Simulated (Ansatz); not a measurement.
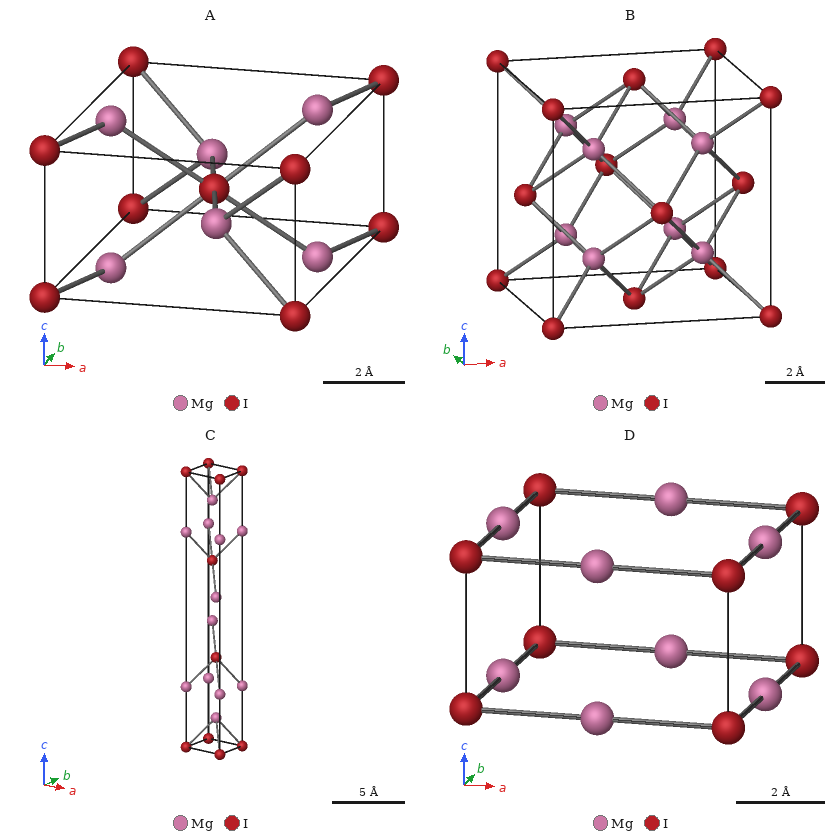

Four structures of Mg2I, each relaxed to rest (conventional cells in solid outline, small ones repeated, each panel with its own scale). Method: DFT PBE, scalar-relativistic, plane waves, PAW (Ansatz 0.2.0), without spin polarisation.

### Give the type and space group of each panel.

A: 6 atoms a cell on a primitive orthorhombic lattice, Pnnm; B: antifluorite, Fm-3m; C: 9 atoms a cell on a rhombohedral (trigonal R) lattice, R-3m; D: 3 atoms a cell on a primitive tetragonal lattice, P4/mmm.

### Which of these is lowest in energy, and how far above it do the others lie?

C, then A (+257 meV/atom), B (+504 meV/atom) and D (+549 meV/atom), energies at zero smearing.

### Collect the results in a table.

| panel | structure | E − E(lowest) (meV/atom) | volume (Å³/atom) | gap (eV) |
| --- | --- | --- | --- | --- |
| C | R-3m | 0 | 29.6 | metal |
| A | Pnnm | 257 | 34.5 | metal |
| B | Fm-3m | 504 | 37.1 | metal |
| D | P4/mmm | 549 | 46.4 | metal |

Some of these may be structure types tried for this composition rather than known phases, and the most stable form need not be among them. Gaps are taken on the k-mesh or band path of each run.
